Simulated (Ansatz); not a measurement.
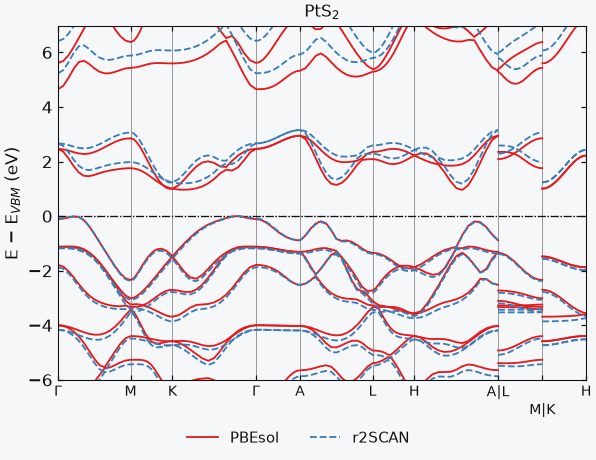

Band structures of CdI2-type PtS₂, space group P-3m1, 3 atoms in the cell (a = 3.543 Å, c = 5.039 Å (hexagonal axes)), by two methods on the same cell. Each is counted from its own valence-band top.

### What changes from one method to the other?

PBEsol gives a gap of 0.96 eV along the path and r2SCAN gives a gap of 1.19 eV along the path. Over the top 3 filled bands the two differ by 0.07 eV on average.

Settings. PBEsol: Ansatz PAW, no spin polarisation, no spin-orbit coupling, 9×9×5 k mesh, 420 eV cutoff, Fermi-Dirac smearing of 0.05 eV (Ansatz). r2SCAN: Ansatz PAW, no spin polarisation, no spin-orbit coupling, 9×9×5 k mesh, 500 eV cutoff, Fermi-Dirac smearing of 0.05 eV (Ansatz 0.2.0).

Points of the k mesh that the path doesn't sample narrow the gap to 0.92 eV (PBEsol). The cell is at 6 GPa in PBEsol and 9 GPa in r2SCAN. Spin-orbit coupling is left out, which matters for Pt. The PAW data sets were made with another functional. LDA, GGA and most meta-GGA functionals understate gaps.
